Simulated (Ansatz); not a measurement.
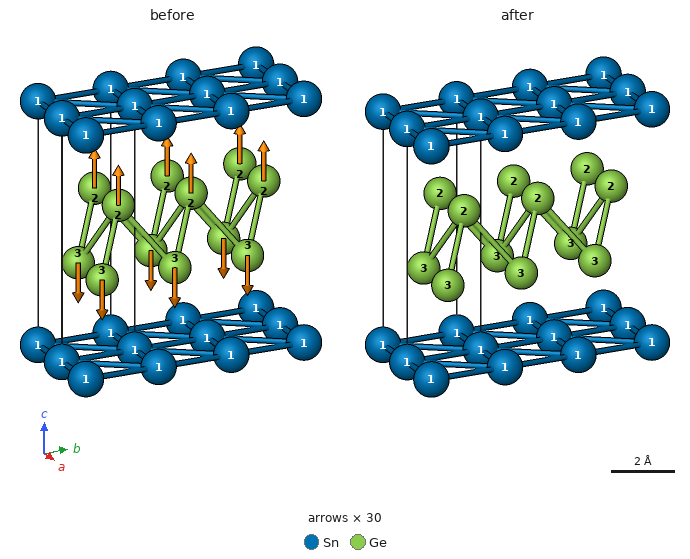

The structure of solid SnGe$_{2}$ (a generated structure, set up in P-3m1) before (left) and after (right) a relaxation, at one scale. The orange arrows give the displacements (the part carried along by the change of the cell is left out), 30 times their true length.

Style: ball-and-stick. Shown: the cell of the calculation, repeated 2 × 3 × 1 with one cell outlined, slightly off an axis.

Computed with DFT PBE, scalar-relativistic, plane waves, PAW in Ansatz. Set-up: plane-wave cutoff 420 eV; k-point mesh 18 × 18 × 6; occupations gaussian; smearing width 0.1 eV; no spin polarisation; cell and atoms relaxed; force threshold 0.01 eV/Å; at most 80 steps.

### Describe what moved and what it gained.

The largest moves relative to the cell, 0.044 Å, are those of Ge2 and Ge3. Ge3 goes along −c. Sn stays in place. Cell: a = b 3.202 → 3.238 Å (+1.1 %), c 7.876 → 7.539 Å (−4.3 %). Volume −2.1 %. Near-neighbour distances that change, for instance: Sn1–Sn1 3.202 → 3.238 Å, Ge2–Ge3 2.793 → 2.806 Å. The space group stays P-3m1 (No. 164). The energy falls by 36.3 meV per cell of the calculation in 4 accepted moves (5 points after the start). The largest force component goes from 0.15 to 0.0016 eV/Å. The pressure goes from −0.48 to 0.00 GPa. The SCF was repeated once at an unchanged geometry on a basis and grid sized afresh for the cell, which shifted the energy by 0.2 meV per cell of the calculation at most. Cost: 81 s on 1 thread of Intel(R) Xeon(R) Platinum 8488C (Sapphire Rapids), with other jobs on the host, peak memory 0.64 GiB.
